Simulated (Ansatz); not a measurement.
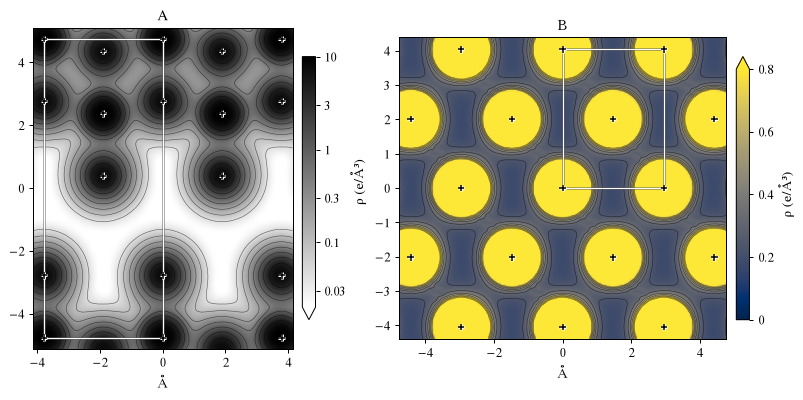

The valence pseudo-density of 2 systems, each on a plane through atoms (crosses mark nuclei in the plane).

These are results of DFT PBE, scalar-relativistic, plane waves, PAW in Ansatz 0.2.0, not measurements.

System 1: TiO₂, the (010) plane of the conventional cell. Space group I4₁/amd; computed pressure about 5 GPa in this cell; computed without spin polarisation.

```xyz
12
Lattice="3.7842 0.0000 0.0000 0.0000 3.7842 0.0000 0.0000 0.0000 9.5146" Properties=species:S:1:pos:R:3 pbc="T T T"
Ti    0.0000    0.0000    0.0000
Ti    1.8921    1.8921    4.7573
Ti    0.0000    1.8921    2.3786
Ti    1.8921    0.0000    7.1359
O     0.0000    0.0000    1.9800
O     1.8921    1.8921    6.7373
O     0.0000    1.8921    4.3586
O     1.8921    0.0000    9.1159
O     0.0000    1.8921    0.3987
O     1.8921    0.0000    5.1560
O     0.0000    0.0000    7.5346
O     1.8921    1.8921    2.7773
```

System 2: Cu, the (011̄) plane of the conventional cell. Space group I4/mmm; a structure from a database of computed crystals, not necessarily the ambient phase; computed without spin polarisation.

```
CELL_PARAMETERS angstrom
2.95106 0.00000 0.00000
0.00000 2.95106 0.00000
0.00000 0.00000 2.75911
ATOMIC_POSITIONS crystal
Cu 0.00000 0.00000 0.00000
Cu 0.50000 0.50000 0.50000
```

Which map belongs to which system?

Answer. Panel A is system 1, TiO₂: the plane holds Ti and O. Ti–O (1.93 Å): ρ at the midpoint is about 0.74 e/Å³. Panel B is system 2, Cu: the plane holds Cu. Cu–Cu (2.50 Å): the density is about 0.28 e/Å³ at the midpoint.
